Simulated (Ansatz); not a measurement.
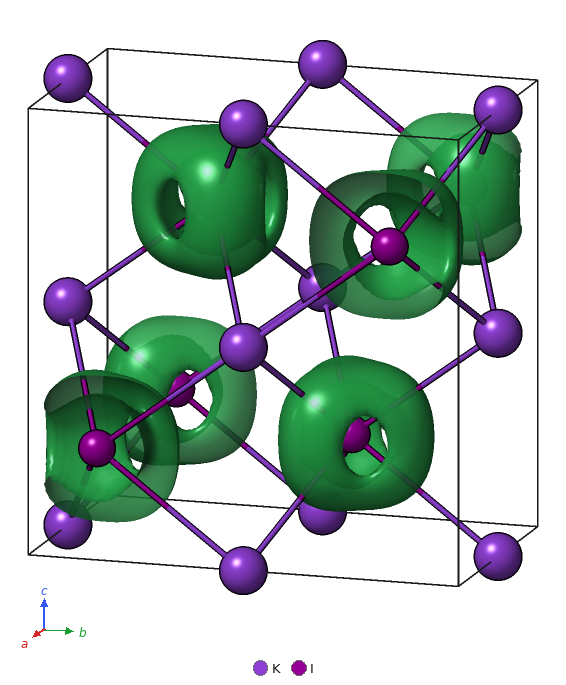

*KI. Density of the crystal less the sum of free-atom densities: green surfaces at +0.015, none at −0.015 e/Å³, in the conventional cell seen slightly off an axis (the regions close to the nuclei are left out). Cores are masked to 1.0 Å (K) and 0.9 Å (I).*

Space group Cmcm. The cell comes from a database of computed structures, not from a measurement.

All numbers below come from DFT PBE, scalar-relativistic, plane waves, PAW in Ansatz 0.2.0.

Core electrons are frozen (PAW), so the fields are smoothed inside the atomic spheres.

### Read the map: where is density gained and where lost?

I–K (3.59 Å): Δρ is +0.009 e/Å³ at the midpoint, so little or no bond charge builds up halfway.
Over the whole cell, outside the masked cores, the largest gain, 0.03 e/Å³, lies 1.2 Å from an iodine nucleus, and the largest loss, 0.011 e/Å³, lies 1.5 Å from a potassium nucleus.
In all about 0.17 e an atom is rearranged against the free atoms.
Bader charges: K +0.82 and I −0.82 e.

Cost of the run: 67 s on 1 thread of Arm Neoverse N1, on a shared host, peak memory 0.55 GiB.
